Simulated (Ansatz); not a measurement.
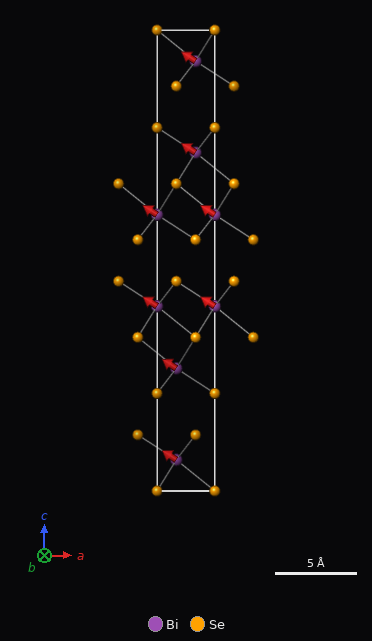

A crystal of Bi2Se3 (R-3m): the whole Bi sublattice is shifted rigidly, towards the nearest copy of atom 5 (Se) at 2.851 Å, all else fixed. The picture shows the reference cell. The red arrows give the direction of positive displacement. A ball-and-stick model of the conventional cell (3 times the calculation's cell), seen along the b axis. Lengths and directions refer to the drawn axes.

These are results of DFT PBE, scalar-relativistic, plane waves, PAW (Ansatz 0.2.0), not measurements. Set-up: plane-wave cutoff 420 eV; k-point mesh 12 × 12 × 12; occupations gaussian; smearing width 0.03 eV; no spin polarisation. Energies (free energies at the smearing named) are counted from the cell as listed in its source, which wasn't relaxed.

Input file:
```yaml
crystal:
  lattice:
    - [2.0714992968, 1.1959806766, 9.54533]
    - [-2.0714992968, 1.1959806766, 9.54533]
    - [0.0, -2.3919613533, 9.54533]
  atoms:
    - { symbol: Bi, position: [0.4008, 0.4008, 0.4008] }
    - { symbol: Bi, position: [0.5992, 0.5992, 0.5992] }
    - { symbol: Se, position: [0.0, 0.0, 0.0] }
    - { symbol: Se, position: [0.2117, 0.2117, 0.2117] }
    - { symbol: Se, position: [0.7883, 0.7883, 0.7883] }
basis:
  ecutwfc: 420
kpoints:
  mp_grid: { grid: [12, 12, 12] }
hamiltonian:
  xc: pbe
scf:
  occupations: { method: gaussian, width: 0.03 }
output:
  forces: true
  stress: true
  eigenvalues: true
```

Launched with:
```bash
ansatz run input.yaml --threads 1 --pin off --max-ram 2560MiB --backend cpu --events-out ev --progress --plain --runs-dir out
```

### What energies does the calculation give (the displacement: −0.100, −0.050, 0.000, 0.025, 0.075 Å)?

```tsv
displacement (Å)	E − E(ref) (meV/cell)
−0.100	38.4
−0.050	9.5
0.000	0.0
0.025	2.4
0.075	21.4
```

The lowest computed point lies at the displacement 0.00 Å (0.0 meV/cell). At the ends of the scan the energy is 38.4 meV/cell (−0.10 Å) and 21.4 meV/cell (0.075 Å). The curvature at zero is about 7.6 eV/Å² per cell. At the highest point the shortest interatomic distance is 2.75 Å, against 2.85 Å in the reference. The distortion takes the space group from R-3m to Cm.

As a plot:

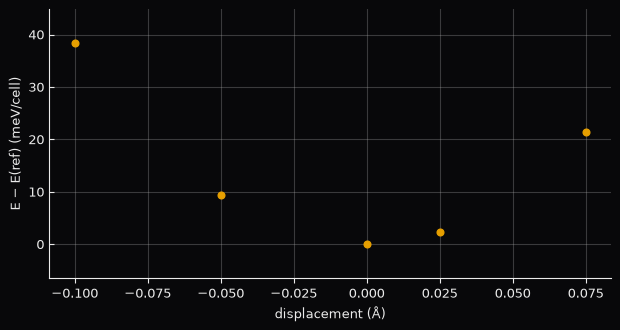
